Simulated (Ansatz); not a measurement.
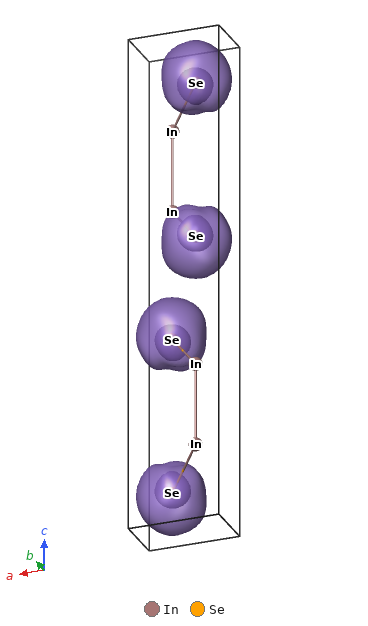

Figure 1: InSe. Isosurface of the electron localisation function at 0.7 (purple), seen at an oblique angle. Only the valence region is drawn (cores and ρ < 0.01 e/Å³ removed). Sticks mark near contacts.

Space group P6₃/mmc; started from the measured structure prototype, which need not be the ambient phase; computed pressure about 2 GPa in this cell.

Level of theory: Ansatz, DFT, PBE, plane waves, PAW.

Core electrons are frozen (PAW), and the valence fields are smoothed inside the atomic spheres.

Where are the electrons localised?

Answer. The surface consists of four regions wrapped around Se (the valence shell of each), counted in one cell of 8 atoms. Regions shared between cells count once.

Values along the shortest contacts:
In–Se (2.64 Å): the ELF is about 0.50 at the midpoint. In–In (2.79 Å): the ELF reaches about 0.55 near the midpoint.
